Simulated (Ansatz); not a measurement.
**C: single-point calculation (part 1 of 2)**

- system: C (slab, 7 atoms in the cell)
- method: DFT, PBE, dispersion d3bj, plane waves, PAW, spin-polarised (Ansatz 0.2.0)

The structure derives from an entry of the Crystallography Open Database.

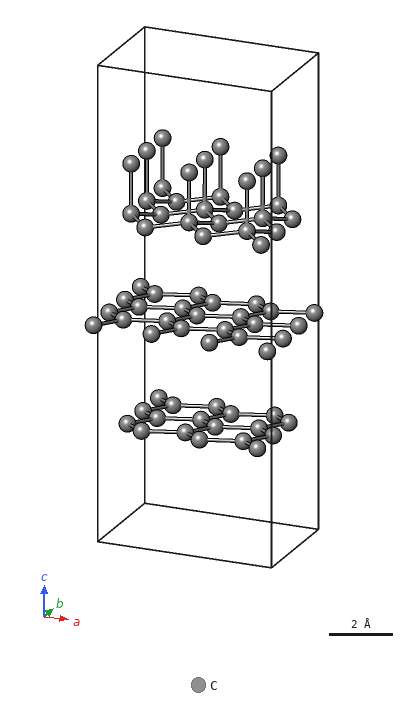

*The structure (ball-and-stick view of the 3 × 3 repeat of the cell, with the vacuum cut short, seen slightly off an axis). An atom can appear more than once, as a periodic image.*

Near neighbours in the periodic cell (some may lie outside the picture): C has 3 C at 1.42 to 1.44 Å; C has 4 C at 1.44 to 1.61 Å; C has 1 C at 1.61 Å.

## Input
```yaml
crystal:
  lattice:
    - [2.4650495083, 0.0, 0.0]
    - [-1.2325247542, 2.1347954958, 0.0]
    - [0.0, 0.0, 25.6987123419]
  atoms:
    - { symbol: C, position: [0.6666666667, 0.3333333333, 0.3307558716] }
    - { symbol: C, position: [0.3333333333, 0.6666666667, 0.3308185209] }
    - { symbol: C, position: [0.2872267893, 0.5744535786, 0.4623508221] }
    - { symbol: C, position: [-0.0459808293, -0.0919616585, 0.4624085616] }
    - { symbol: C, position: [-0.2921171948, -0.5842343896, 0.5851526431] }
    - { symbol: C, position: [0.3746171425, -0.250765715, 0.593414104] }
    - { symbol: C, position: [0.3755106805, -0.2489786391, 0.6561355995], spin: 2.0 }
basis:
  ecutwfc: 420
  xc_grid: 3
kpoints:
  mp_grid: { grid: [12, 12, 1] }
hamiltonian:
  xc: pbe
  dispersion: d3bj
scf:
  occupations: { method: gaussian, width: 0.05 }
output:
  forces: true
  eigenvalues: true
magnetization:
  spin_polarized: true
efield:
  axis: 3
  dipole_correction: true
  ramp_width: 0.04
```

Machine: 1 thread of Arm Neoverse N1, 24 GiB of memory available, shared host.

Command:
```bash
ansatz run input.yaml --threads 1 --pin off --max-ram 2560MiB --backend cpu --events-out ev --progress --plain --runs-dir out
```

## What the program printed
```
Engine: ansatz 0.2.0, aarch64-unknown-linux-gnu
Pseudopotentials: kind: paw
Pseudopotential: C, paw, valence charge 4, recommended cutoff 420 eV (normal), C.paw.azcp
Functional definition: PBE
  parameter kappa = 0.804
  parameter beta = 0.06672455060314922
  exchange = pbe_x(kappa = kappa, mu = beta*pi^2/3)
  correlation = pbe_c(beta = beta)
Crystal: 7 atoms, lattice volume = 135.236 Å³
Basis set: ecut = 420 eV, 2551 PW (Γ), exchange–correlation on 54×54×540 points (27 copies of the dense FFT grid, shifted against one another)
Bands: 22, of which v1, the nominal top of the filled ones, is band 14 counted from 1 (13 counted from 0)
Symmetry: 2 space group operations
k-points: 43 of 144 (time reversal used)
Non-local potential: C, projectors of the file, l = 0: 2, l = 1: 2, l = 2: 1
PAW form: soft (Blöchl's): semilocal exchange-correlation on the pseudo side does not see the compensation charge
PAW one-centre angular grid: C, 110 points (default); XC on 64 Gauss nodes
Initial density: superposition of atomic densities (neutral atoms: chi_scale 0, normalization atom)
Starting moments: Σ|m| = 2 μB on 1 of 7 sites
Initial wavefunctions: pseudopotential atomic-orbital guess
Functional: x = pbe(κ = 0.804, μ = 0.2195149727645171), c = pbe(β = 0.06672455060314922)
```
